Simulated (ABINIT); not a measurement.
# Geometry relaxation of Ge (part 3 of 4)

Continued. System: Ge (P6₃/mmc, 4 atoms in the cell). Method: Kohn-Sham DFT of a periodic cell, PBEsol, PseudoDojo NC SR PBEsol v0.4.1 standard, no spin polarisation (ABINIT 10.8.3); cutoff 1061.24 eV, 6×6×3 k-mesh, fermi-dirac of 0.05 eV. The structure derives from a Materials Project entry.

Geometry of the input (Å; fractional positions):
```
3.9976  0.0000  0.0000
-1.9988  3.4620  0.0000
0.0000  0.0000  6.5994
Ge 0.3333  0.6667  0.9371
Ge 0.6667  0.3333  0.4371
Ge 0.3333  0.6667  0.5629
Ge 0.6667  0.3333  0.0629
```

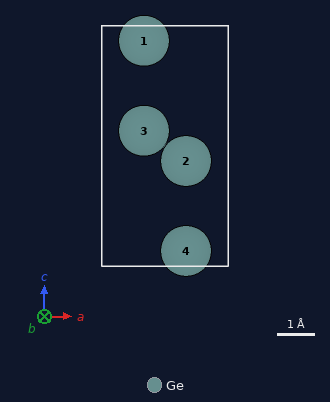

The input geometry (spheres-only view of the cell of the calculation, along the b axis; atoms are numbered from 1 in the order of the input). An atom can appear more than once, as a periodic image.

**Output, continued**
```
 Cartesian coordinates (xcart) [bohr]
 -1.00189182294984E-10  4.36973493492077E+00  1.16715999120134E+01
  3.78430146132077E+00  2.18486746746038E+00  5.44450925431306E+00
 -1.00189182294984E-10  4.36973493492077E+00  7.00967206108765E+00
  3.78430146132077E+00  2.18486746746038E+00  7.82581403387294E-01
 Reduced coordinates (xred)
  3.33333333333333E-01  6.66666666666667E-01  9.37163159619367E-01
  6.66666666666667E-01  3.33333333333333E-01  4.37163159619367E-01
  3.33333333333333E-01  6.66666666666667E-01  5.62836840380633E-01
  6.66666666666667E-01  3.33333333333333E-01  6.28368403806327E-02
 Cartesian forces (fcart) [Ha/bohr]; max,rms= 5.13843E-05 2.96668E-05 (free atoms)
 -9.96142445546757E-28 -2.62913421294286E-27  5.13843480649316E-05
  1.28075457284583E-27  1.15024621818188E-27  5.13843480649316E-05
 -7.82683350072452E-28  1.23240666212681E-28 -5.13843480649316E-05
  4.98071222773379E-28  1.35564732854831E-27 -5.13843480649316E-05
 Gradient of E wrt nuclear positions in reduced coordinates (gred)
  7.53940662483228E-27  1.34632261157719E-26 -6.39949987574318E-04
 -9.69352280335579E-27 -2.69264522315439E-27 -6.39949987574318E-04
  5.92381949093965E-27 -3.76970331241614E-27  6.39949987574318E-04
 -3.76970331241614E-27 -7.00087758020140E-27  6.39949987574318E-04
 Scale of Primitive Cell (acell) [bohr]
  7.56860292274173E+00  7.56860292292916E+00  1.24541813154007E+01
 Real space primitive translations (rprimd) [bohr]
  7.56860292274173E+00  0.00000000000000E+00  0.00000000000000E+00
 -3.78430146152115E+00  6.55460240238115E+00  0.00000000000000E+00
  0.00000000000000E+00  0.00000000000000E+00  1.24541813154007E+01
 Unitary Cell Volume (ucvol) [Bohr^3]=  6.17841758746373E+02
 Angles (23,13,12)= [degrees]
  9.00000000000000E+01  9.00000000000000E+01  1.20000000000494E+02
 Lengths [Bohr]
  7.56860292274173E+00  7.56860292292916E+00  1.24541813154007E+01
 Stress tensor in cartesian coordinates (strten) [Ha/bohr^3]
  7.48114022446067E-07  4.15315730851249E-13  0.00000000000000E+00
  4.15315730851249E-13  7.48113305797105E-07  0.00000000000000E+00
  0.00000000000000E+00  0.00000000000000E+00  1.09440695745047E-06
 Total energy (etotal) [Ha]= -3.56802543285731E+02

 Difference of energy with previous step (new-old):
           Absolute (Ha)=-1.46560E-06
           Relative     =-4.10759E-09

--- Iteration: ( 6/50) Internal Cycle: (1/1)
--------------------------------------------------------------------------------

---SELF-CONSISTENT-FIELD CONVERGENCE--------------------------------------------

--- !BeginCycle
iteration_state: {dtset: 1, itime: 6, icycle: 1, }
solver: {iscf: 7, nstep: 80, nline: 4, wfoptalg: 0, }
tolerances: {tolvrs: 1.00E-12, }
...

     iter   Etot(hartree)      deltaE(h)  residm     vres2
 ETOT  1  -356.80254220761    -3.568E+02 8.014E-07 1.075E-02
 ETOT  2  -356.80254317416    -9.665E-07 5.641E-07 8.692E-04
 ETOT  3  -356.80254333877    -1.646E-07 6.177E-08 1.121E-04
 ETOT  4  -356.80254335172    -1.295E-08 4.640E-07 6.825E-06
 ETOT  5  -356.80254335209    -3.672E-10 4.958E-08 3.058E-07
 ETOT  6  -356.80254335212    -3.240E-11 3.641E-07 9.882E-09
 ETOT  7  -356.80254335212     3.809E-12 3.840E-08 3.106E-10
 ETOT  8  -356.80254335212    -4.491E-12 2.847E-07 5.807E-12
 ETOT  9  -356.80254335211     1.228E-11 2.979E-08 1.887E-13

 At SCF step    9       vres2   =  1.89E-13 < tolvrs=  1.00E-12 =>converged.

 Cartesian components of stress tensor (hartree/bohr^3)
  sigma(1 1)=  5.09760916E-07  sigma(3 2)=  0.00000000E+00
  sigma(2 2)=  5.09760199E-07  sigma(3 1)=  0.00000000E+00
  sigma(3 3)=  1.11640437E-06  sigma(2 1)=  4.15373755E-13

--- !ResultsGS
iteration_state: {dtset: 1, itime: 6, icycle: 1, }
comment   : Summary of ground state results
lattice_vectors:
- [  7.5684937,   0.0000000,   0.0000000, ]
- [ -3.7842469,   6.5545078,   0.0000000, ]
- [  0.0000000,   0.0000000,  12.4536717, ]
lattice_lengths: [   7.56849,    7.56849,   12.45367, ]
lattice_angles: [ 90.000,  90.000, 120.000, ] # degrees, (23, 13, 12)
lattice_volume:   6.1779865E+02
convergence: {deltae:  1.228E-11, res2:  1.887E-13, residm:  2.979E-08, diffor: null, }
etotal    :  -3.56802543E+02
entropy   :   0.00000000E+00
fermie    :   1.42629997E-01
cartesian_stress_tensor: # hartree/bohr^3
- [  5.09760916E-07,   4.15373755E-13,   0.00000000E+00, ]
- [  4.15373755E-13,   5.09760199E-07,   0.00000000E+00, ]
- [  0.00000000E+00,   0.00000000E+00,   1.11640437E-06, ]
pressure_GPa:  -2.0947E-02
xred      :
- [  3.3333E-01,   6.6667E-01,   9.3718E-01, Ge]
- [  6.6667E-01,   3.3333E-01,   4.3718E-01, Ge]
- [  3.3333E-01,   6.6667E-01,   5.6282E-01, Ge]
- [  6.6667E-01,   3.3333E-01,   6.2819E-02, Ge]
cartesian_forces: # hartree/bohr
- [ -3.02404749E-28,   1.63296239E-27,   7.44346765E-06, ]
- [  2.66827720E-28,  -1.89998769E-27,   7.44346765E-06, ]
- [ -8.00483159E-28,   6.05942019E-28,  -7.44346765E-06, ]
- [  8.36060188E-28,  -3.38916723E-28,  -7.44346765E-06, ]
force_length_stats: {min:   7.44346765E-06, max:   7.44346765E-06, mean:   7.44346765E-06, }
...

 Integrated electronic density in atomic spheres:
 ------------------------------------------------
 Atom  Sphere_radius  Integrated_density
    1        2.00000         11.56409784
    2        2.00000         11.56409784
    3        2.00000         11.56409784
    4        2.00000         11.56409784

---OUTPUT-----------------------------------------------------------------------

 Cartesian coordinates (xcart) [bohr]
 -1.00187257906387E-10  4.36967187926576E+00  1.16713423279861E+01
  3.78424685352168E+00  2.18483593963288E+00  5.44450645514445E+00
 -1.00187257906387E-10  4.36967187926576E+00  7.00916529053875E+00
  3.78424685352168E+00  2.18483593963288E+00  7.82329417697149E-01
 Reduced coordinates (xred)
  3.33333333333333E-01  6.66666666666667E-01  9.37180822357204E-01
  6.66666666666667E-01  3.33333333333333E-01  4.37180822357203E-01
  3.33333333333333E-01  6.66666666666667E-01  5.62819177642796E-01
  6.66666666666667E-01  3.33333333333333E-01  6.28191776427965E-02
 Cartesian forces (fcart) [Ha/bohr]; max,rms= 7.44347E-06 4.29749E-06 (free atoms)
 -3.02404748982084E-28  1.63296239133814E-27  7.44346764695815E-06
  2.66827719690074E-28 -1.89998768803689E-27  7.44346764695815E-06
 -8.00483159070222E-28  6.05942019411579E-28 -7.44346764695815E-06
  8.36060188362232E-28 -3.38916722712827E-28 -7.44346764695815E-06
 Gradient of E wrt nuclear positions in reduced coordinates (gred)
  2.28874843968123E-27 -1.18476389818793E-26 -9.26985027248298E-05
 -2.01948391736579E-27  1.34632261157719E-26 -9.26985027248298E-05
  6.05845175209737E-27 -7.00087758020141E-27  9.26985027248298E-05
 -6.32771627441281E-27  5.38529044630877E-27  9.26985027248298E-05
 Scale of Primitive Cell (acell) [bohr]
  7.56849370714356E+00  7.56849370733098E+00  1.24536717456832E+01
 Real space primitive translations (rprimd) [bohr]
  7.56849370714356E+00  0.00000000000000E+00  0.00000000000000E+00
 -3.78424685372206E+00  6.55450781889864E+00  0.00000000000000E+00
  0.00000000000000E+00  0.00000000000000E+00  1.24536717456832E+01
 Unitary Cell Volume (ucvol) [Bohr^3]=  6.17798649246683E+02
 Angles (23,13,12)= [degrees]
  9.00000000000000E+01  9.00000000000000E+01  1.20000000000494E+02
 Lengths [Bohr]
  7.56849370714356E+00  7.56849370733098E+00  1.24536717456832E+01
 Stress tensor in cartesian coordinates (strten) [Ha/bohr^3]
  5.09760916134888E-07  4.15373755197126E-13  0.00000000000000E+00
  4.15373755197126E-13  5.09760199399190E-07  0.00000000000000E+00
  0.00000000000000E+00  0.00000000000000E+00  1.11640437311031E-06
 Total energy (etotal) [Ha]= -3.56802543352112E+02

 Difference of energy with previous step (new-old):
           Absolute (Ha)=-6.63813E-08
           Relative     =-1.86045E-10

--- Iteration: ( 7/50) Internal Cycle: (1/1)
--------------------------------------------------------------------------------

---SELF-CONSISTENT-FIELD CONVERGENCE--------------------------------------------

--- !BeginCycle
iteration_state: {dtset: 1, itime: 7, icycle: 1, }
solver: {iscf: 7, nstep: 80, nline: 4, wfoptalg: 0, }
tolerances: {tolvrs: 1.00E-12, }
...

     iter   Etot(hartree)      deltaE(h)  residm     vres2
 ETOT  1  -356.80254113426    -3.568E+02 4.926E-08 2.560E-02
 ETOT  2  -356.80254321621    -2.082E-06 6.235E-08 1.276E-03
 ETOT  3  -356.80254338236    -1.662E-07 1.070E-07 3.191E-04
 ETOT  4  -356.80254341271    -3.035E-08 3.610E-08 2.480E-05
 ETOT  5  -356.80254341465    -1.937E-09 7.298E-08 1.205E-06
 ETOT  6  -356.80254341476    -1.090E-10 2.745E-08 4.106E-08
 ETOT  7  -356.80254341475     1.114E-11 5.832E-08 1.147E-09
 ETOT  8  -356.80254341475    -7.788E-12 2.121E-08 1.779E-11
 ETOT  9  -356.80254341474     1.813E-11 4.688E-08 7.016E-13

 At SCF step    9       vres2   =  7.02E-13 < tolvrs=  1.00E-12 =>converged.

 Cartesian components of stress tensor (hartree/bohr^3)
  sigma(1 1)=  1.33261626E-07  sigma(3 2)=  0.00000000E+00
  sigma(2 2)=  1.33260909E-07  sigma(3 1)=  0.00000000E+00
  sigma(3 3)=  8.05870593E-07  sigma(2 1)=  4.15492750E-13

--- !ResultsGS
iteration_state: {dtset: 1, itime: 7, icycle: 1, }
comment   : Summary of ground state results
lattice_vectors:
- [  7.5682070,   0.0000000,   0.0000000, ]
- [ -3.7841035,   6.5542595,   0.0000000, ]
- [  0.0000000,   0.0000000,  12.4525590, ]
lattice_lengths: [   7.56821,    7.56821,   12.45256, ]
lattice_angles: [ 90.000,  90.000, 120.000, ] # degrees, (23, 13, 12)
lattice_volume:   6.1769664E+02
convergence: {deltae:  1.813E-11, res2:  7.016E-13, residm:  4.688E-08, diffor: null, }
etotal    :  -3.56802543E+02
entropy   :   0.00000000E+00
fermie    :   1.42698525E-01
cartesian_stress_tensor: # hartree/bohr^3
- [  1.33261626E-07,   4.15492750E-13,   0.00000000E+00, ]
- [  4.15492750E-13,   1.33260909E-07,   0.00000000E+00, ]
- [  0.00000000E+00,   0.00000000E+00,   8.05870593E-07, ]
pressure_GPa:  -1.0517E-02
xred      :
- [  3.3333E-01,   6.6667E-01,   9.3720E-01, Ge]
- [  6.6667E-01,   3.3333E-01,   4.3720E-01, Ge]
- [  3.3333E-01,   6.6667E-01,   5.6280E-01, Ge]
- [  6.6667E-01,   3.3333E-01,   6.2804E-02, Ge]
cartesian_forces: # hartree/bohr
- [ -2.70395667E-27,  -2.21844805E-27,  -2.57318927E-05, ]
- [  9.96194563E-28,   1.56113011E-27,  -2.57318927E-05, ]
- [ -1.42313509E-27,  -1.64329485E-28,   2.57318927E-05, ]
- [  3.13089720E-27,   8.21647427E-28,   2.57318927E-05, ]
force_length_stats: {min:   2.57318927E-05, max:   2.57318927E-05, mean:   2.57318927E-05, }
...

 Integrated electronic density in atomic spheres:
 ------------------------------------------------
 Atom  Sphere_radius  Integrated_density
    1        2.00000         11.56389131
    2        2.00000         11.56389131
    3        2.00000         11.56389131
    4        2.00000         11.56389131

---OUTPUT-----------------------------------------------------------------------

 Cartesian coordinates (xcart) [bohr]
 -1.00183113068456E-10  4.36950632577589E+00  1.16704920903130E+01
  3.78410347999378E+00  2.18475316288795E+00  5.44421260991160E+00
 -1.00183113068456E-10  4.36950632577589E+00  7.00834635089123E+00
  3.78410347999378E+00  2.18475316288795E+00  7.82066870489816E-01
 Reduced coordinates (xred)
  3.33333333333333E-01  6.66666666666667E-01  9.37196292508910E-01
  6.66666666666667E-01  3.33333333333333E-01  4.37196292508909E-01
  3.33333333333333E-01  6.66666666666667E-01  5.62803707491090E-01
  6.66666666666667E-01  3.33333333333333E-01  6.28037074910903E-02
 Cartesian forces (fcart) [Ha/bohr]; max,rms= 2.57319E-05 1.48563E-05 (free atoms)
 -2.70395667083291E-27 -2.21844805360372E-27 -2.57318926943087E-05
  9.96194562938442E-28  1.56113011177443E-27 -2.57318926943087E-05
 -1.42313508991206E-27 -1.64329485480164E-28  2.57318926943087E-05
  3.13089719780653E-27  8.21647427309461E-28  2.57318926943087E-05
 Gradient of E wrt nuclear positions in reduced coordinates (gred)
  2.04641036959733E-26  4.30823235704702E-27  3.20427910948930E-04
 -7.53940662483228E-27 -6.46234853557053E-27  3.20427910948930E-04
  1.07705808926175E-26 -4.30823235704702E-27 -3.20427910948930E-04
 -2.36952779637586E-26  6.46234853557053E-27 -3.20427910948930E-04
 Scale of Primitive Cell (acell) [bohr]
  7.56820696008775E+00  7.56820696027516E+00  1.24525589608028E+01
 Real space primitive translations (rprimd) [bohr]
  7.56820696008775E+00  0.00000000000000E+00  0.00000000000000E+00
 -3.78410348019415E+00  6.55425948866384E+00  0.00000000000000E+00
  0.00000000000000E+00  0.00000000000000E+00  1.24525589608028E+01
 Unitary Cell Volume (ucvol) [Bohr^3]=  6.17696638561978E+02
 Angles (23,13,12)= [degrees]
  9.00000000000000E+01  9.00000000000000E+01  1.20000000000494E+02
 Lengths [Bohr]
  7.56820696008775E+00  7.56820696027516E+00  1.24525589608028E+01
 Stress tensor in cartesian coordinates (strten) [Ha/bohr^3]
  1.33261626091702E-07  4.15492749759574E-13  0.00000000000000E+00
  4.15492749759574E-13  1.33260909147837E-07  0.00000000000000E+00
  0.00000000000000E+00  0.00000000000000E+00  8.05870592947983E-07
 Total energy (etotal) [Ha]= -3.56802543414736E+02

 Difference of energy with previous step (new-old):
           Absolute (Ha)=-6.26232E-08
           Relative     =-1.75512E-10

--- Iteration: ( 8/50) Internal Cycle: (1/1)
--------------------------------------------------------------------------------

---SELF-CONSISTENT-FIELD CONVERGENCE--------------------------------------------

--- !BeginCycle
iteration_state: {dtset: 1, itime: 8, icycle: 1, }
solver: {iscf: 7, nstep: 80, nline: 4, wfoptalg: 0, }
tolerances: {tolvrs: 1.00E-12, }
...

     iter   Etot(hartree)      deltaE(h)  residm     vres2
 ETOT  1  -356.80254253979    -3.568E+02 5.602E-08 1.113E-02
 ETOT  2  -356.80254339856    -8.588E-07 4.270E-08 4.313E-04
 ETOT  3  -356.80254343627    -3.771E-08 6.932E-09 9.789E-05
 ETOT  4  -356.80254344230    -6.033E-09 3.598E-08 5.350E-06
 ETOT  5  -356.80254344267    -3.649E-10 5.039E-09 5.503E-07
 ETOT  6  -356.80254344274    -6.798E-11 2.908E-08 2.097E-08
 ETOT  7  -356.80254344274     1.137E-12 3.904E-09 6.350E-10
 ETOT  8  -356.80254344274    -6.253E-12 2.323E-08 1.040E-11
 ETOT  9  -356.80254344274     2.160E-12 3.052E-09 3.312E-13

 At SCF step    9       vres2   =  3.31E-13 < tolvrs=  1.00E-12 =>converged.

 Cartesian components of stress tensor (hartree/bohr^3)
  sigma(1 1)= -3.61448061E-08  sigma(3 2)=  0.00000000E+00
  sigma(2 2)= -3.61455233E-08  sigma(3 1)=  0.00000000E+00
  sigma(3 3)=  3.50808808E-07  sigma(2 1)=  4.15594949E-13

--- !ResultsGS
iteration_state: {dtset: 1, itime: 8, icycle: 1, }
comment   : Summary of ground state results
lattice_vectors:
- [  7.5680495,   0.0000000,   0.0000000, ]
- [ -3.7840248,   6.5541231,   0.0000000, ]
- [  0.0000000,   0.0000000,  12.4515281, ]
lattice_lengths: [   7.56805,    7.56805,   12.45153, ]
lattice_angles: [ 90.000,  90.000, 120.000, ] # degrees, (23, 13, 12)
lattice_volume:   6.1761981E+02
convergence: {deltae:  2.160E-12, res2:  3.312E-13, residm:  3.052E-09, diffor: null, }
etotal    :  -3.56802543E+02
entropy   :   0.00000000E+00
fermie    :   1.42753156E-01
cartesian_stress_tensor: # hartree/bohr^3
- [ -3.61448061E-08,   4.15594949E-13,   0.00000000E+00, ]
- [  4.15594949E-13,  -3.61455233E-08,   0.00000000E+00, ]
- [  0.00000000E+00,   0.00000000E+00,   3.50808808E-07, ]
pressure_GPa:  -2.7314E-03
xred      :
- [  3.3333E-01,   6.6667E-01,   9.3720E-01, Ge]
- [  6.6667E-01,   3.3333E-01,   4.3720E-01, Ge]
- [  3.3333E-01,   6.6667E-01,   5.6280E-01, Ge]
- [  6.6667E-01,   3.3333E-01,   6.2801E-02, Ge]
cartesian_forces: # hartree/bohr
- [  1.13853176E-27,  -4.27265551E-27,  -2.27908085E-05, ]
- [ -1.13853176E-27,   3.28665809E-27,  -2.27908085E-05, ]
- [  1.42316470E-28,  -2.21849421E-27,   2.27908085E-05, ]
- [ -1.42316470E-28,   3.20449163E-27,   2.27908085E-05, ]
force_length_stats: {min:   2.27908085E-05, max:   2.27908085E-05, mean:   2.27908085E-05, }
...

 Integrated electronic density in atomic spheres:
 ------------------------------------------------
 Atom  Sphere_radius  Integrated_density
    1        2.00000         11.56373576
    2        2.00000         11.56373576
    3        2.00000         11.56373576
    4        2.00000         11.56373576

---OUTPUT-----------------------------------------------------------------------
```
